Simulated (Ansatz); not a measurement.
Given this structure:

```
O
1.0
     5.70281    0.00000    0.00000
     0.00000    3.32483    0.00000
    -2.39449    0.00000    3.64705
O
4
Direct
  0.52545 0.50000 0.15557
  0.97455 0.00000 0.84443
  0.02545 0.00000 0.15557
  0.47455 0.50000 0.84443
```

Question: What would you see if this were drawn?

Answer: The element is oxygen. Space group: C2/m (No. 12). Lattice: base-centred monoclinic. The cell holds four atoms. Each O has one O at 1.22 Å. The bonds build separate O2 groups.

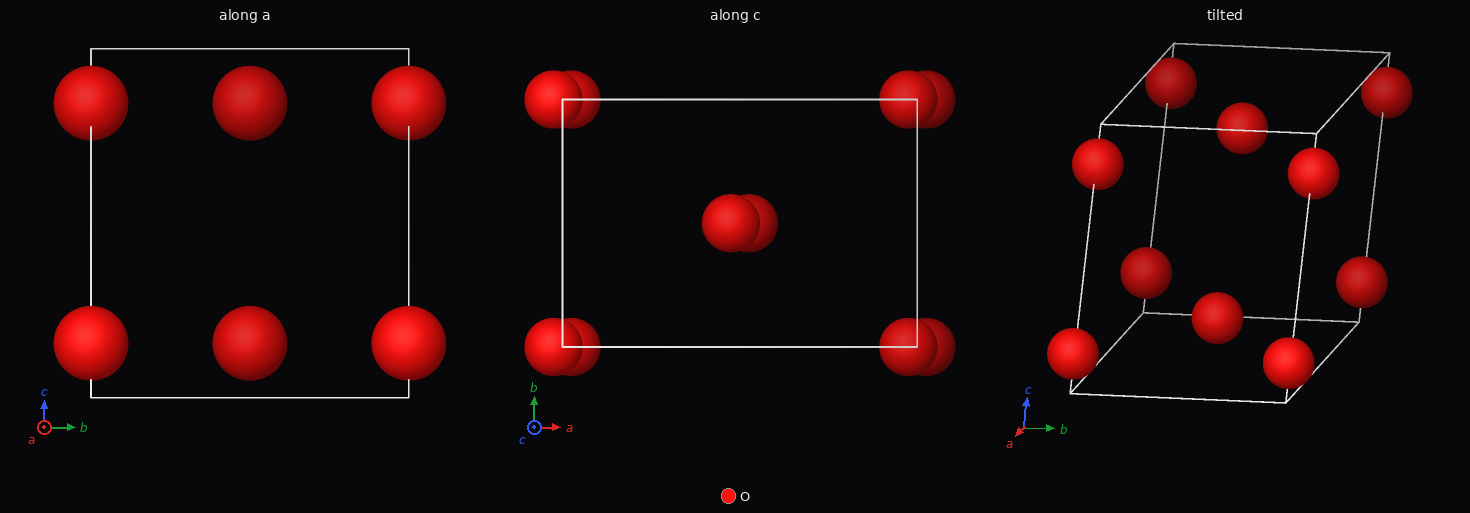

View along the a axis, along the c axis and slightly off an axis, drawn as a ball-and-stick model. Thin lines show the conventional unit cell, with boundary atoms drawn in all their periodic places. Colours: oxygen red.

The structure was taken from a structure listed in the Materials Project. Earlier steps of the study may have refined or changed the cell and positions. Ansatz was used for an electronic-structure calculation on it.
